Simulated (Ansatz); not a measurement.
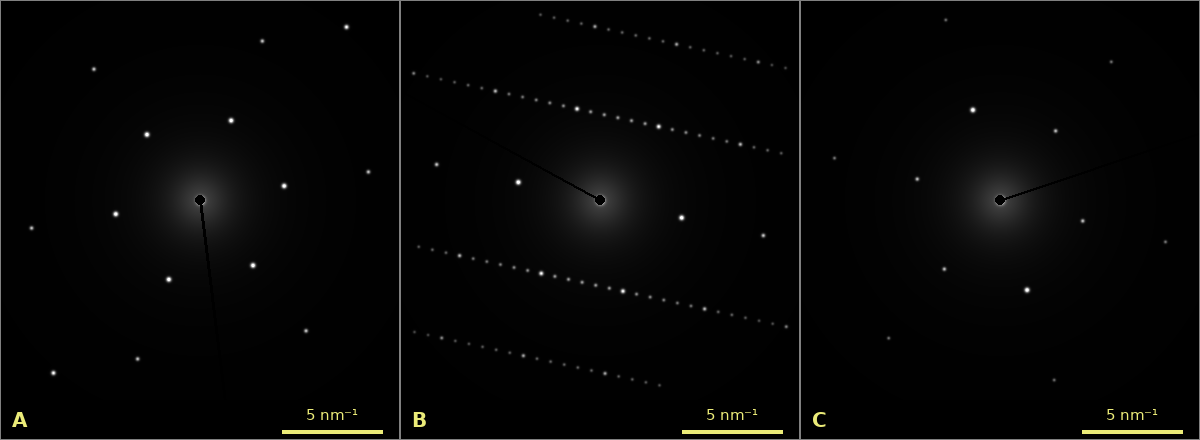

Simulated selected-area electron diffraction patterns (200 kV, kinematic approximation, thin crystal, B = 0.5 Å² for all atoms).

All three come from Mo, space group P-6m2 (No. 187), a = 2.742 Å, c = 14.358 Å (hexagonal axes). Structure: the end point of a relaxation with DFT PBEsol, scalar-relativistic, plane waves, PAW (Ansatz 0.2.0); the starting structure was generated, so it need not be a known form of this composition.

Question: Assign the zone axes [100], [101], [311] to A, B and C.

Answer: A is [101]: centred rectangular net of 0 1 0 at d = 2.37 Å and 1 0 -1 at d = 2.34 Å, at 60.4°. B is [100]: rectangular net of 0 0 1 (itself too weak to see) at d = 14.36 Å and 0 1 0 at d = 2.37 Å, at 90.0°. C is [311]: oblique net of 0 1 -1 at d = 2.34 Å and -1 1 2 at d = 2.25 Å, at 65.3°.
